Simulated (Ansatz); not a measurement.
Input

```
crystal:
  lattice:
    - [2.7057993342, 0.0, 0.0]
    - [-1.3528996671, 2.343290961, 0.0]
    - [0.0, 0.0, 4.2819]
  atoms:
    - { symbol: Ru, position: [0.3333333333, 0.6666666667, 0.25] }
    - { symbol: Ru, position: [0.6666666667, 0.3333333333, 0.75] }
kpoints:
  mp_grid: { grid: [14, 14, 8] }
  band_path:
    path:
      - [0.0, 0.0, 0.0]
      - [0.5, 0.0, 0.0]
      - [0.3333333333, 0.3333333333, 0.0]
      - [0.0, 0.0, 0.0]
      - [0.0, 0.0, 0.5]
      - [0.5, 0.0, 0.5]
      - [0.3333333333, 0.3333333333, 0.5]
      - [0.0, 0.0, 0.5]
      - [0.5, 0.0, 0.5]
    npoints: 5
scf:
  occupations: { method: fermi_dirac, width: 0.03 }
hamiltonian:
  xc: r2scan
  pseudopotentials: { kind: paw }
output:
  forces: true
  stress: true
  eigenvalues: true
  efg: { contact_densities: true }
  write_density: true
  write_potential: true
  elf: true
  volumetric_format: npy
```

Launched as:

```sh
ansatz run input.yaml --threads 1 --pin off --max-ram 2048MiB --backend cpu --events-out ev --progress --plain --runs-dir out
```

Below, planes, directions and counts refer to the conventional cell (a = 2.71 Å, b = 2.71 Å, c = 4.28 Å, α = 90.00°, β = 90.00°, γ = 120.00°).

Space group P6₃/mmc; computed pressure about −2 GPa in this cell; computed without spin polarisation.

The calculation used Ansatz, DFT, r2SCAN, PAW with Ansatz's default frozen-core files, scalar-relativistic.

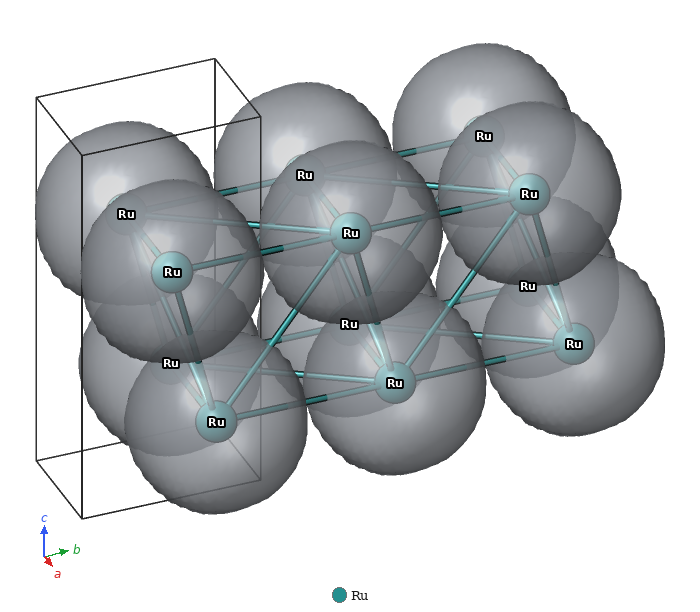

Ru. Isosurface of the valence electron density at 0.6 e/Å³ (grey), seen slightly off an axis. Sticks mark near contacts.

What does this surface tell about the bonding?

At this value the density breaks into separate islands; it holds about 80 % of the electrons treated as valence (semicore included). It bridges none of the near contacts. It is pinched off along the sampled Ru–Ru (2.65 Å) and Ru–Ru (2.71 Å) contacts. On the grid the lowest density along these lines, outside the cores, is 0.43 e/Å³ (Ru–Ru, 2.65 Å) and 0.39 e/Å³ (Ru–Ru, 2.71 Å).

Does the calculation give a band gap?

It is metallic or semimetallic at this level of theory: no gap opens.
